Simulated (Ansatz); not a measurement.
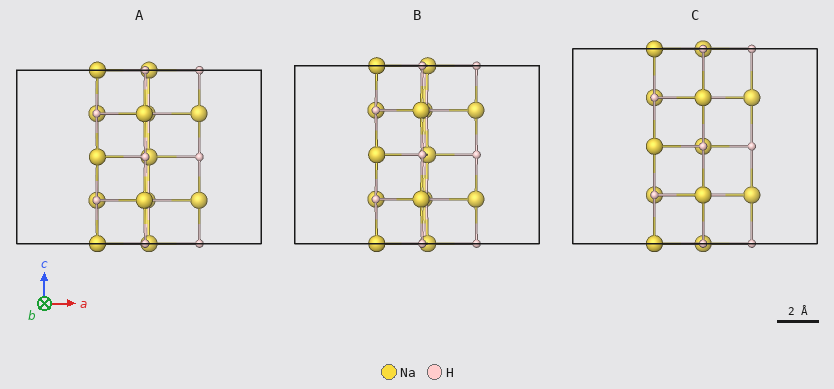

3 geometries from one relaxation of a wire of composition NaH, in shuffled order. A ball-and-stick model of the 2 repeat of the cell, with the vacuum cut short, seen along the b axis.

Case: wire along [0 0 1], 12 atoms a period.

Level of theory: DFT PBE, scalar-relativistic, plane waves, PAW (Ansatz 0.2.0). Settings: plane-wave cutoff 420 eV; k-point mesh 1 × 1 × 7; occupations gaussian; smearing width 0.05 eV; no spin polarisation; cell relaxed at fixed a, b, alpha, beta, gamma; force threshold 0.02 eV/Å; at most 45 steps.

Order the frames from highest to lowest energy.

Answer. C, B, A. They are steps 0, 2, 6, at +0.624 eV per cell of the calculation, +50.0 meV per cell of the calculation relative to the last. The energy falls by 0.624 eV per cell of the calculation in 5 accepted moves (6 points after the start). Largest force component: 0.32 eV/Å at the start, 0.0033 eV/Å at the end. At 1 point the geometry stayed and the basis and grid were re-selected for the new cell (energy shift of 5.2 meV per cell of the calculation at most each time). The largest moves relative to the layer's centre, 0.18 Å, are those of H atoms. By element the largest moves are H 0.18 Å, Na 0.16 Å. Along the periodic axis the drawn cell goes c 9.664 → 8.608 Å (−10.9 %). Near-neighbour distances that change, for instance: H–Na 2.416 → 2.152 Å, Na–Na 3.417 → 3.171 Å, H–Na 2.416 → 2.584 Å, Na–Na 3.417 → 3.284 Å. Among the angles between lasting bonds that change: Na–H–Na 180.0° → 176.6°, H–Na–H 180.0° → 176.6°. Cost: 53 s on 4 threads of Intel(R) Xeon(R) Platinum 8259CL CPU @ 2.50GHz (Skylake/Cascade Lake), on a shared host, peak memory 1.3 GiB.
